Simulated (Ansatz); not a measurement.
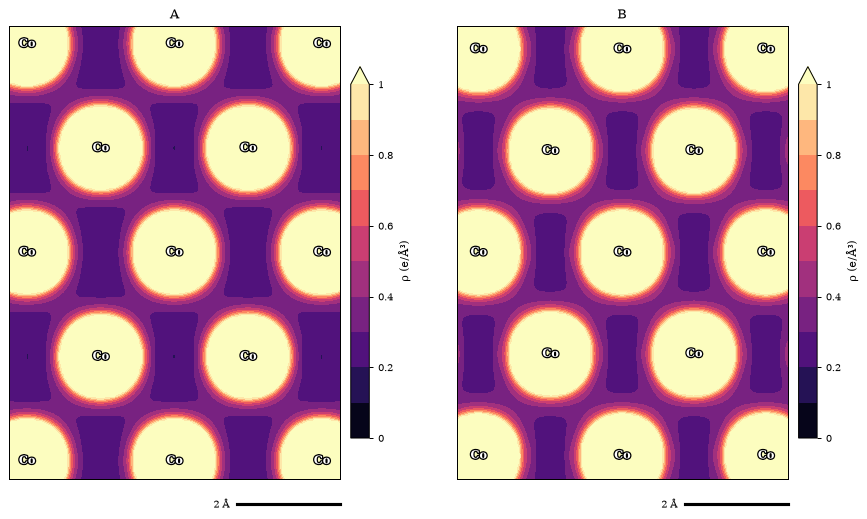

Co. The valence charge density (pseudo) of two cells that differ in size, on the (011) plane of each (indices in the axes of the calculation cell), at one length scale and on one colour scale; one has 11.0 and the other 11.9 Å³ an atom.

Theory: DFT, RPBE, plane waves (420 eV) with PAW, scalar-relativistic (Ansatz 0.2.0).

The density is the valence pseudo-density of a PAW calculation; it isn't the true density close to the nuclei.

The larger cell:

```yaml
crystal:
  lattice:
    - [2.87248, 0.00000, 0.00000]
    - [0.00000, 2.87248, 0.00000]
    - [0.00000, 0.00000, 2.87248]
  atoms:
    - { symbol: Co, position: [0.00000, 0.00000, 0.00000] }
    - { symbol: Co, position: [0.50000, 0.50000, 0.50000] }
```

The smaller cell: a = 2.800 Å, b = 2.800 Å, c = 2.800 Å, α = 90.00°, β = 90.00°, γ = 90.00°.

**Which is the denser cell? Describe the effect of the change.**

Panel B is the smaller cell, by 7 % in volume. From the larger cell to the smaller, Co–Co goes from 2.49 to 2.42 Å, and the density at its midpoint from 0.33 to 0.37 e/Å³; the pressure goes from −6 to 8 GPa.
